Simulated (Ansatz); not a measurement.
KMgF₃ (space group Pm-3m, No. 221): a calculation's input that goes back to an entry of the Crystallography Open Database (an earlier step may have relaxed or displaced it).

```
K Mg F
1.0
     3.98590    0.00000    0.00000
     0.00000    3.98590    0.00000
     0.00000    0.00000    3.98590
K Mg F
1 1 3
Direct
  0.50000 0.50000 0.50000
  0.00000 0.00000 0.00000
  0.50000 0.00000 0.00000
  0.00000 0.50000 0.00000
  0.00000 0.00000 0.50000
```

Describe how the polyhedra about Mg are linked (bonds: F–Mg below 2.2 Å).

Mg: MgF6 octahedron, sharing corners with six neighbours.

They form a three-dimensional framework of corner-sharing octahedra.

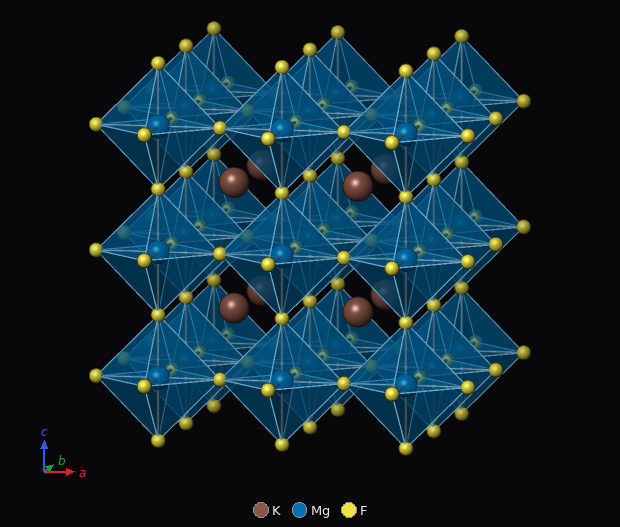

Polyhedra are drawn about Mg (bonds: F–Mg below 2.2 Å); other atoms are plain spheres.
